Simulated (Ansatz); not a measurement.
# SrO (slab): what the fields show

Input

```
crystal:
  lattice:
    - [14.6929607814, 0.0, 0.0]
    - [0.0, 3.6732401954, 0.0]
    - [0.0, 0.0, 19.7921191532]
  atoms:
    - { symbol: O, position: [0.0, 0.0, 0.075787741] }
    - { symbol: O, position: [0.125, 0.5, 0.2070204317] }
    - { symbol: Sr, position: [0.0, 0.0, 0.2070204317] }
    - { symbol: Sr, position: [0.125, 0.5, 0.075787741] }
    - { symbol: O, position: [0.25, 0.0, 0.075787741] }
    - { symbol: O, position: [0.375, 0.5, 0.2070204317] }
    - { symbol: Sr, position: [0.25, 0.0, 0.2070204317] }
    - { symbol: Sr, position: [0.375, 0.5, 0.075787741] }
    - { symbol: O, position: [0.5, 0.0, 0.075787741] }
    - { symbol: O, position: [0.625, 0.5, 0.2070204317] }
    - { symbol: Sr, position: [0.5, 0.0, 0.2070204317] }
    - { symbol: Sr, position: [0.625, 0.5, 0.075787741] }
    - { symbol: O, position: [0.75, 0.0, 0.075787741] }
    - { symbol: O, position: [0.875, 0.5, 0.2070204317] }
    - { symbol: Sr, position: [0.75, 0.0, 0.2070204317] }
    - { symbol: Sr, position: [0.875, 0.5, 0.075787741] }
    - { symbol: O, position: [0.0, 0.0, 0.3382531224] }
    - { symbol: Sr, position: [0.125, 0.5, 0.3382531224] }
    - { symbol: O, position: [0.25, 0.0, 0.3382531224] }
    - { symbol: Sr, position: [0.375, 0.5, 0.3382531224] }
    - { symbol: O, position: [0.5, 0.0, 0.3382531224] }
    - { symbol: Sr, position: [0.625, 0.5, 0.3382531224] }
    - { symbol: O, position: [0.75, 0.0, 0.3382531224] }
    - { symbol: Sr, position: [0.875, 0.5, 0.3382531224] }
basis:
  ecutwfc: 420
kpoints:
  mp_grid: { grid: [2, 6, 1] }
hamiltonian:
  xc: pbe
scf:
  occupations: { method: gaussian, width: 0.05 }
output:
  forces: true
  eigenvalues: true
  populations: true
  write_density: true
  write_potential: true
  elf: true
  volumetric_format: npy
relax:
  adjacent_minimum: "off"
  f_tol: 0.02
  max_steps: 45
  constraints: [{ sites: [0, 3, 4, 7, 8, 11, 12, 15] }]
efield:
  axis: 3
  dipole_correction: true
  ramp_width: 0.04
```

Run with:

```sh
ansatz run input.yaml --threads 4 --pin off --max-ram 9216MiB --backend cpu --events-out ev --progress --plain --runs-dir out
```

The fields are those of the relaxed geometry.

The calculation used DFT PBE, scalar-relativistic, plane waves, PAW (Ansatz 0.2.0).

Core electrons are frozen (PAW), and the valence fields are smoothed inside the atomic spheres.

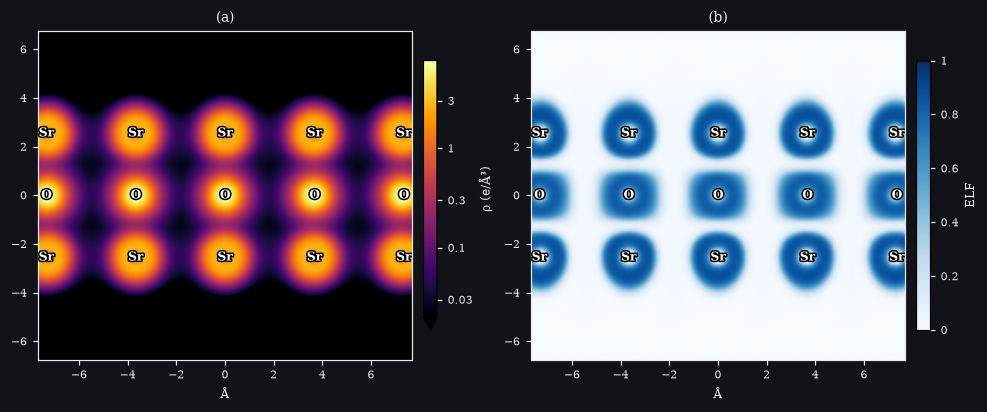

Figure 1. (a) valence electron density; (b) electron localisation function on the (010) plane of the calculation cell, a cut from vacuum to vacuum.

Question: What does the map show?

Answer: The section cuts through O and Sr sites.
The density dies away to nearly zero in the vacuum.
The features right at Sr lie inside the PAW spheres, where the map follows smoothed inner orbitals and isn't to be read closely.

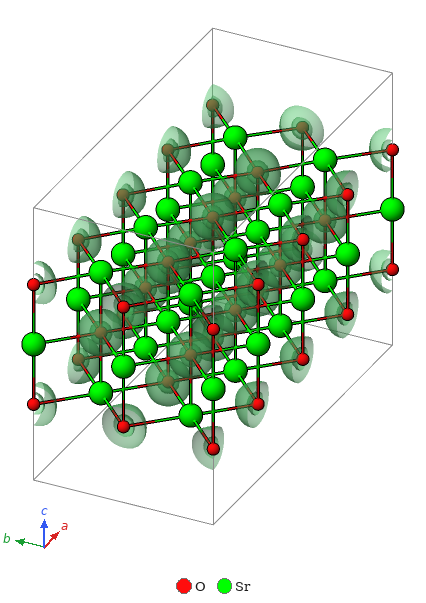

Figure 2. Isosurface of the electron localisation function at 0.75 (green), seen at an oblique angle. Only the valence region is drawn (cores and ρ < 0.01 e/Å³ removed). Sticks mark near contacts.

Question: Where are the electrons localised?

Answer: At this value the surface marks out twelve regions wrapped around O (the valence shell of each), counted in one cell of 24 atoms. Counts are for one cell; the picture repeats the cell along the surface.


Sr–O (2.51 Å): the ELF is about 0.10 at the midpoint: an ionic contact with no shared pair. Sr–O (2.60 Å): the ELF is about 0.10 at the midpoint (a largely ionic contact).

Question: Metal or insulator at this level of theory?

Answer: It is gapped, with a Kohn–Sham gap of 2.3 eV on the k-point mesh (the band edges may lie off the mesh, which would make the gap smaller).
